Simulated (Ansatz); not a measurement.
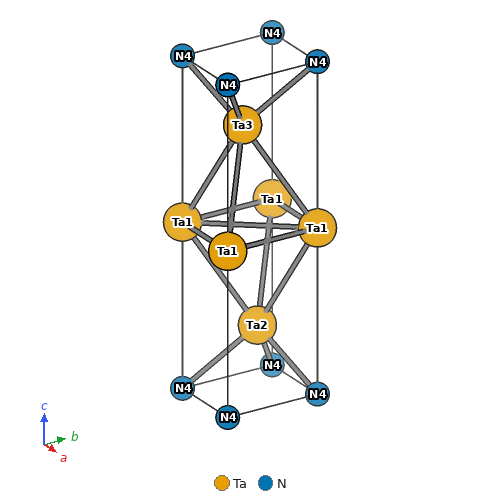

The system is Ta₃N (P-3m1, No. 164; 4 atoms in the cell); the picture shows the reference structure. The cell is strained homogeneously, by one strain along x and y and another along z, with fractional coordinates fixed (x along [1 0 0], z along [0 0 1] of the conventional cell). First axis: strain along x and y. Second axis: strain along z. The grid has 5 × 5 points. Energies: meV/atom, counted from the lowest grid point. Computed with DFT PBEsol, scalar-relativistic, plane waves, PAW in Ansatz. Settings: cutoff 420 eV, k-mesh 18×18×8 in the order of the run's cell vectors, gaussian smearing 0.15 eV, no spin polarisation.

Its coordinates:

```yaml
crystal:
  lattice:
    - [3.00050, 0.00000, 0.00000]
    - [-1.50025, 2.59851, 0.00000]
    - [0.00000, 0.00000, 7.44993]
  atoms:
    - { symbol: Ta, position: [0.00000, 0.00000, 0.50000] }
    - { symbol: Ta, position: [0.33333, 0.66667, 0.17259] }
    - { symbol: Ta, position: [0.66667, 0.33333, 0.82741] }
    - { symbol: N, position: [0.00000, 0.00000, 0.00000] }
```

Range: strain along x and y from −8 to 8 %; strain along z from −8 to 8 %.

### What landscape does the calculation give?

The lowest grid point is at strain along x and y = 0 %, strain along z = 0 %. No other kind of well shows on this grid. The highest grid point, strain along x and y = −8 %, strain along z = −8 %, lies 895 meV/atom above the lowest. Round the minimum the valley is strongly tilted: raising strain along x and y shifts the best value of strain along z downwards (coupling k₁₂/√(k₁₁k₂₂) about 0.7).

```
strain along z ↓, strain along x and y →   −8   −4    0    4    8
                                       8  251   66   90  264  543
                                       4  295   51   24  153  394
                                       0  409   91    0   75  274
                                      −4  604  196   28   42  192
                                      −8  895  378  120   64  156
```

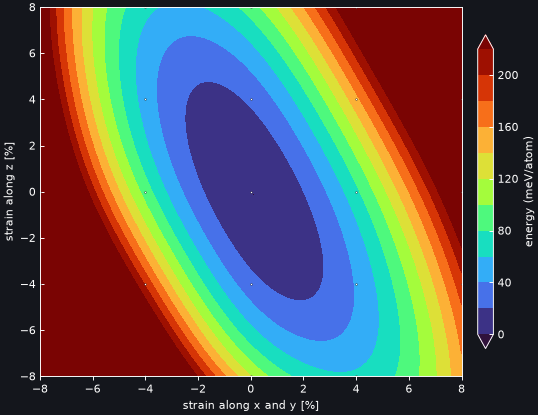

The picture shows filled contours, dots at the grid points, one colour for all values above the top of the scale. Between grid points the surface is interpolated.
